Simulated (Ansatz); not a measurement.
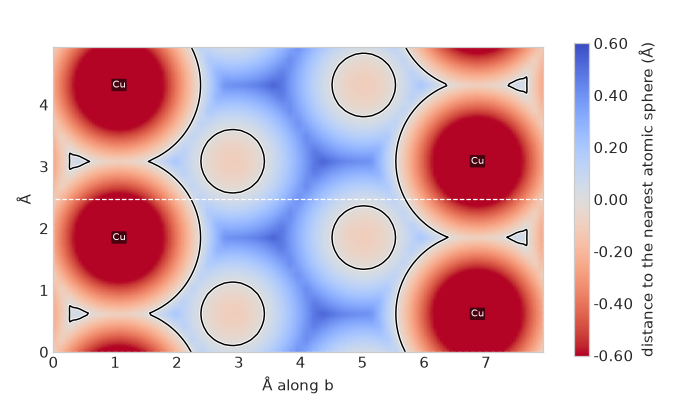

Map of the distance to the nearest atomic sphere in Cu in space group Cmcm, computed on the section x = 0.000 (parallel to b and c; the dashed line is one cell). The black line marks the spheres' surfaces; positive values are empty space; unlabelled circles belong to atoms above or below the section.

Hard-sphere model; covalent radii (Cordero): Cu 1.32 Å.

Origin of the cell: the end point of a relaxation with DFT PBEsol, scalar-relativistic, plane waves, PAW (Ansatz).

```xyz
4
Lattice="2.4292 0.0000 0.0000 0.0000 7.9190 0.0000 0.0000 0.0000 2.4685" Properties=species:S:1:pos:R:3 pbc="T T T"
Cu    0.0000    6.8589    0.6171
Cu    1.2146    5.0196    1.8513
Cu    1.2146    2.8994    0.6171
Cu    0.0000    1.0601    1.8513
```

Where is the largest hole in this section, and how large is it?

Answer. At 0.000, 0.455, 0.750 (fractional), where the distance reaches 0.55 Å; it is enclosed by 6 Cu in a trigonal prismatic arrangement. It is the largest hole of the crystal.

How much of the crystal lies outside the spheres?

Answer. About 21 % of the cell's volume, and 38 % of this section's area.

What can pass through?

Answer. The largest sphere that fits anywhere has a diameter of 1.10 Å; the largest that can travel through the crystal, about 0.8 Å.
